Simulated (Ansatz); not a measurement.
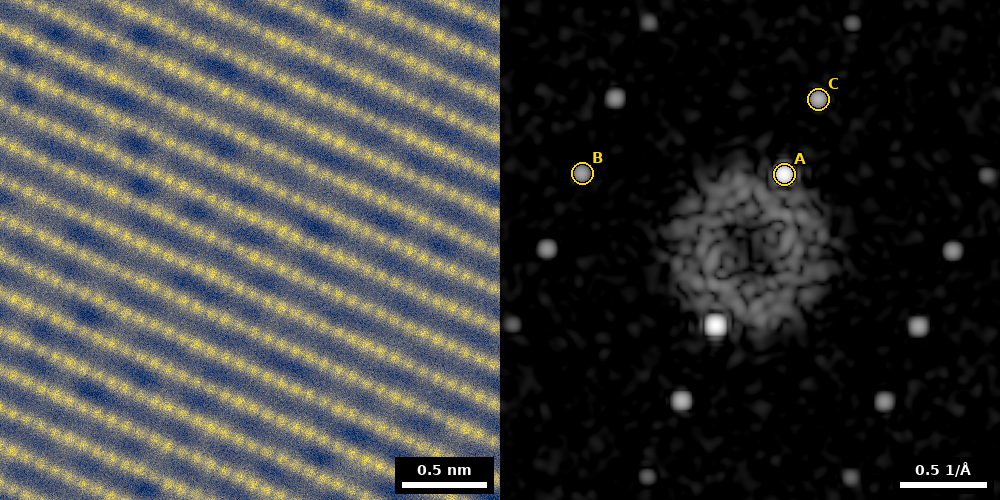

Integrated-DPC-like image of Ti (Fm-3m, No. 225) along [210]. Simulated as the projected potential of neutral atoms (B = 0.3 Å²) blurred by a 0.50 Å probe, the thin-sample limit of integrated differential phase contrast. The display is stretched by a gamma of 0.8; percentages refer to the linear signal. Shot noise and the speckle of an amorphous layer were added. Structure used: the geometry given to an electronic-structure calculation, possibly off equilibrium; the starting structure was generated, so it need not be a known form of this composition.

The right panel is the modulus of the image's Fourier transform on a logarithmic scale.

a = 4.157 Å, b = 4.157 Å, c = 4.157 Å, α = 90.00°, β = 90.00°, γ = 90.00°

Index the marked spots and give their plane spacings (the zone axis points at the viewer; indices equivalent by symmetry, or all signs reversed, are as good).

Answer. A: (0 0 -2), d = 2.08 Å; B: (-2 4 0), d = 0.93 Å; C: (0 0 -4), d = 1.04 Å. A and B enclose 90°, and every spot obeys the zone law hu + kv + lw = 0 for [210].
